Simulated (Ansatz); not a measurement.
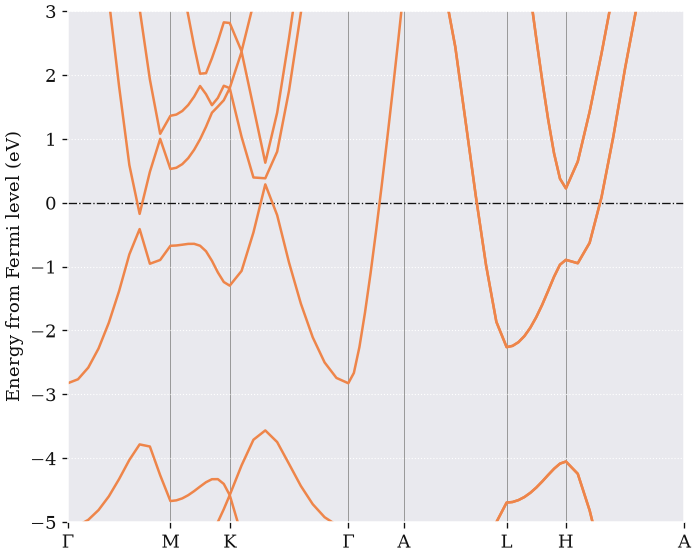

Band structure. Energies are counted from the Fermi level. The path runs straight from each named point to the next.

Question: Which Bravais lattice do the labels of the path belong to?

Answer: A hexagonal (primitive) lattice: the path Γ–M–K–Γ–A–L–H–A runs through the special points of its Brillouin zone.

The material is hcp Tl, space group P6_3/mmc (No. 194), 2 atoms in the cell; a = 3.456 Å, c = 5.525 Å (hexagonal axes).

Level of theory: PBE, all-electron LAPW, no spin polarisation, no spin-orbit coupling, 9×9×5 k mesh, Fermi-Dirac smearing of 0.05 eV; code Ansatz 0.2.0.

Question: Is there a gap at the Fermi level?

Answer: A metal: bands cross the Fermi level along this path.

Question: Which levels at M lie nearest to the Fermi level?

Answer: At M the nearest levels lie 0.68 eV below and 0.53 eV above the Fermi level.

Spin-orbit coupling is left out, which matters for Tl. The cell is at 3 GPa in this functional. Bands are joined in order of energy, so crossings between the computed points show as kinks or gaps.
